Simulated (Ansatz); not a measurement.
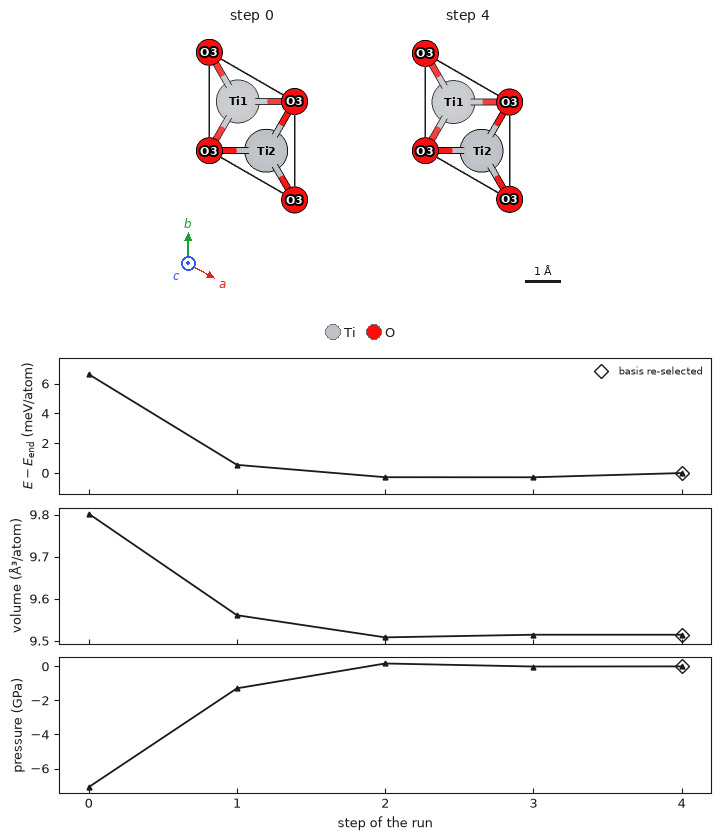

First and last geometry of a relaxation of solid TiO (set up in P6_3/mmc), with the history of the run. A ball-and-stick model of the cell of the calculation, seen along the c axis.

Case: dispersion relaxed: r2SCAN, rVV10.

These are results of DFT r2SCAN+rVV10, scalar-relativistic, plane waves, PAW in Ansatz 0.2.0, not measurements. Settings: plane-wave cutoff 500 eV; k-point mesh 18 × 18 × 8; occupations gaussian; smearing width 0.1 eV; no spin polarisation; cell and atoms relaxed; force threshold 0.01 eV/Å; at most 60 steps.

### Did the run converge, and what did it change?

It converged. After 3 accepted moves (4 points after the start) the energy has fallen by 6.6 meV per atom. All forces vanish by symmetry, so only the cell relaxes. Pressure: −7.10 GPa at the start and 0.00 GPa at the end. At 1 point the geometry stayed and the basis and grid were re-selected for the new cell (energy shift of 0.3 meV per atom at most each time). No atom moves by more than 0.005 Å relative to the cell. Cell: a = b 2.852 → 2.820 Å (−1.1 %), c 5.568 → 5.528 Å (−0.7 %). Volume −2.9 %. Near-neighbour distances that change, for instance: Ti–Ti 2.852 → 2.820 Å, O–Ti 2.156 → 2.135 Å. The space group stays P6_3/mmc (No. 194).
